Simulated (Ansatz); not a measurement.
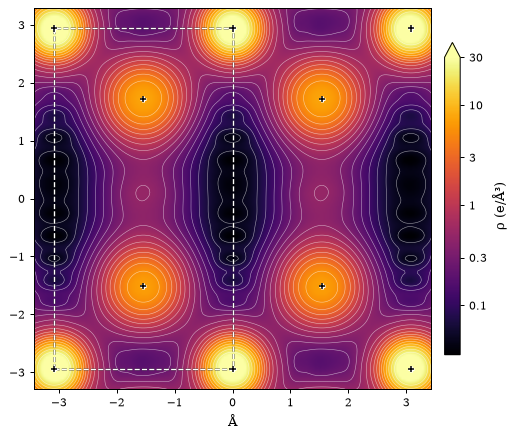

The valence pseudo-density on a plane through atoms (crosses mark nuclei in the plane).

Theory: DFT PBE, scalar-relativistic, plane waves, PAW (Ansatz 0.2.0).

Candidates:
A. GaP, a = 5.19 Å, b = 5.19 Å, c = 5.19 Å, α = 90.00°, β = 90.00°, γ = 90.00°. Space group F-43m; computed pressure about 20 GPa in this cell.
B. Ga2O3, a = 12.45 Å, b = 3.08 Å, c = 5.88 Å, α = 90.00°, β = 103.70°, γ = 90.00°. Space group C2/m; a structure from a database of computed crystals, not necessarily the ambient phase.
C. SiC, a = 4.38 Å, b = 4.38 Å, c = 4.38 Å, α = 90.00°, β = 90.00°, γ = 90.00°. Space group F-43m; a structure from a database of computed crystals, not necessarily the ambient phase.

Which system is this?

Candidate B: Ga2O3 on the (100) plane of the conventional cell, which holds Ga and O. Ga–O (1.97 Å): ρ is about 0.64 e/Å³ halfway. Ga–O (2.11 Å): ρ is about 0.47 e/Å³ halfway.
